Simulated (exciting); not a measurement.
**Sr: 7 runs along one coordinate**

System: Sr (1 atom in the cell).
Method: Kohn-Sham DFT of a periodic cell, PBEsol, all-electron LAPW+lo, shipped species files, no spin polarisation (exciting sodium).

The 7 runs differ only in the geometry, by an even scaling of the cell at fixed fractional positions. The structure derives from an entry of the Crystallography Open Database.

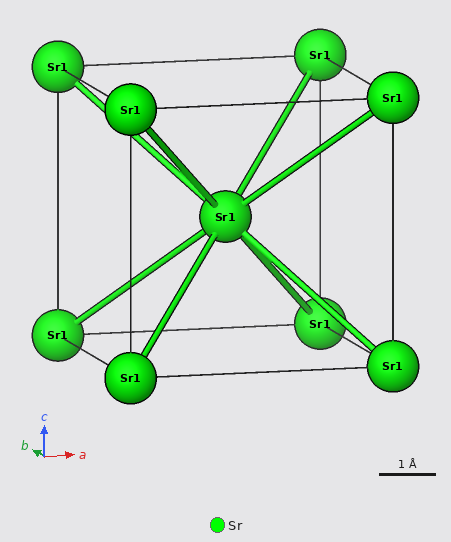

Figure 1. The structure of run 4 (ball-and-stick view of the cell 2 times as large as that of the calculation, set on its symmetry axes, seen slightly off an axis; atoms are numbered from 1 in the order of the input).

### Input of run 4
```
<input>
  <title>Sr</title>
  <structure speciespath="./" tshift="false">
    <crystal scale="1">
      <basevect>-4.601483113464 4.601483113464 4.601483113464</basevect>
      <basevect>4.601483113464 -4.601483113464 4.601483113464</basevect>
      <basevect>4.601483113464 4.601483113464 -4.601483113464</basevect>
    </crystal>
    <species speciesfile="Sr.xml" rmt="2.3">
      <atom coord="0.000000000000 0.000000000000 0.000000000000"/>
    </species>
  </structure>
  <groundstate do="fromscratch" ngridk="8 8 8" rgkmax="9" gmaxvr="14" lmaxapw="10" lmaxmat="10" lmaxvr="8" xctype="GGA_PBE_SOL" stype="Fermi Dirac" swidth="0.00183747" nempty="8" ValenceRelativity="iora*" epsengy="1e-05" epspot="1e-05" maxscl="60" tforce="true" outputlevel="normal"/>
</input>
```

Command:
```bash
OMP_NUM_THREADS=1 exciting_smp
```

Run 6 has the same physical settings and fractional positions; its lattice vectors (Å) are:
```
  -2.467043    2.467043    2.467043
   2.467043   -2.467043    2.467043
   2.467043    2.467043   -2.467043
```

### Results, with one run withheld

| run | volume per atom (Å³) | free energy per atom, from the lowest run given (meV) |
| --- | --- | --- |
| 1 | 54.286 | 0.00 |
| 2 | 55.441 | 5.75 |
| 3 | 56.596 | 12.69 |
| 4 | 57.751 | 21.09 |
| 5 | 58.906 | 30.52 |
| 6 | 60.061 | ? |
| 7 | 61.216 | 52.30 |

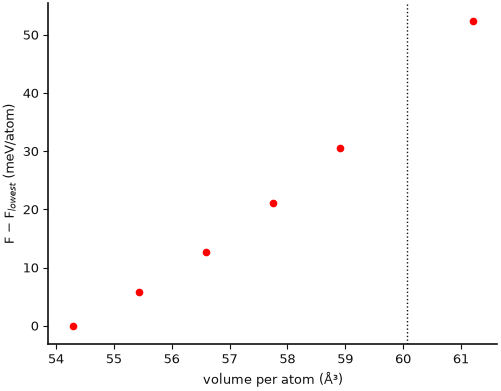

Figure 2. Free energy per atom of the runs given; the dotted line marks run 6.

Fit the runs given and predict run 6.

A cubic polynomial in V^(−2/3) (the Birch–Murnaghan form), fitted to the 6 runs given, misses them by at most 0.07 meV per atom. With x = V^(−2/3) − 0.06729 Å⁻², it reads F = 17.608 − 9330.1 x + 8.8869e+05 x² − 1.2987e+06 x³ (meV per atom). At run 6 it gives 40.95 meV per atom, and the run itself gives 40.98. The fit has no minimum inside this range.

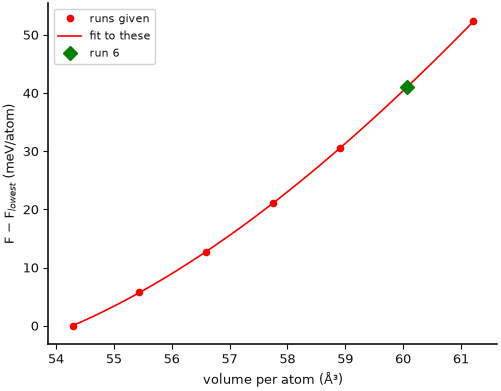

Figure 3. The fit and the withheld run.

### Some lines of the output (run 6)
```
[...]
 DOS at Fermi energy (states/Ha/cell)       :        34.31254066
 Absolute change in total energy   (target) :  0.402500E-04  ( 0.100000E-04)
 Total energy                               :     -3177.93880993
 Fermi energy                               :         0.12087296
 DOS at Fermi energy (states/Ha/cell)       :        34.31253088
 Absolute change in total energy   (target) :  0.170101E-04  ( 0.100000E-04)
 Total energy                               :     -3177.93881006
 DOS at Fermi energy (states/Ha/cell)       :        34.31253236
 Absolute change in total energy   (target) :  0.130851E-06  ( 0.100000E-04)
 Total energy                               :     -3177.93881032
 DOS at Fermi energy (states/Ha/cell)       :        34.31253028
 Absolute change in total energy   (target) :  0.258323E-06  ( 0.100000E-04)
 Total energy                               :     -3177.93881034
 DOS at Fermi energy (states/Ha/cell)       :        34.31253123
```
